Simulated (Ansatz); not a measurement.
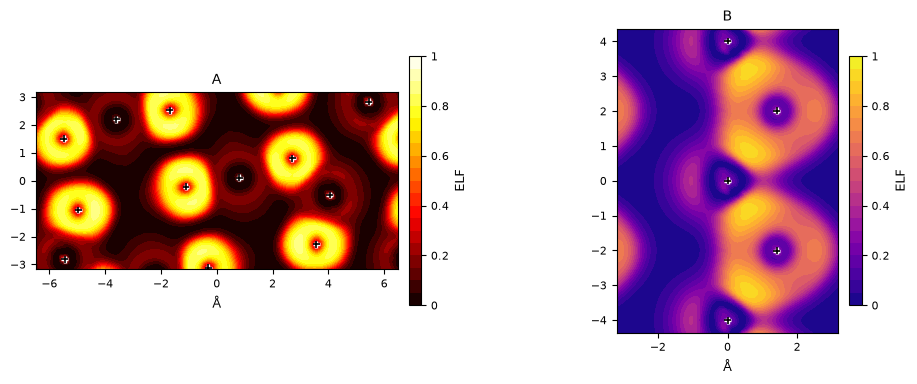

The electron localisation function of 2 systems, each on a plane through atoms (crosses mark nuclei in the plane).

These are results of Ansatz, DFT PBEsol, scalar-relativistic, plane waves, PAW, not measurements.

System 1: Ga₂O₃, the (010) plane of the conventional cell. Space group C2/m.

```
Ga O
1.0
    12.27748    0.00000    0.01619
     0.00000    3.04735    0.00000
    -1.38573    0.00000    5.64286
Ga O
8 12
Direct
  0.09049 0.00000 0.79528
  0.59049 0.50000 0.79528
  0.40951 0.50000 0.20472
  0.90951 0.00000 0.20472
  0.15876 0.50000 0.31446
  0.65876 0.00000 0.31446
  0.34124 0.00000 0.68554
  0.84124 0.50000 0.68554
  0.16524 0.00000 0.10954
  0.66524 0.50000 0.10954
  0.33476 0.50000 0.89046
  0.83476 0.00000 0.89046
  0.17323 0.00000 0.56277
  0.67323 0.50000 0.56277
  0.32677 0.50000 0.43723
  0.82677 0.00000 0.43723
  0.49627 0.00000 0.25597
  0.99627 0.50000 0.25597
  0.00373 0.50000 0.74403
  0.50373 0.00000 0.74403
```

System 2: AlAs, the (011) plane of the conventional cell. Space group F-43m; a generated structure, not necessarily the stable one.

```
CELL_PARAMETERS angstrom
5.67460 0.00000 0.00000
0.00000 0.00000 -5.67460
0.00000 5.67460 0.00000
ATOMIC_POSITIONS crystal
Al 0.50000 0.50000 0.00000
Al 0.00000 0.50000 0.50000
Al 0.00000 0.00000 0.00000
Al 0.50000 0.00000 0.50000
As 0.25000 0.75000 0.25000
As 0.75000 0.75000 0.75000
As 0.75000 0.25000 0.25000
As 0.25000 0.25000 0.75000
```

Match each panel to its system.

Panel A is system 1, Ga₂O₃: the plane holds Ga and O. Ga–O (1.84 Å): the ELF peaks at about 0.80 in the valence shell of O, 0.6 Å from its nucleus, and is about 0.40 at the midpoint. Panel B is system 2, AlAs: the plane holds Al and As. Al–As (2.46 Å): the ELF peaks at about 0.90 between the atoms: a covalent bond.
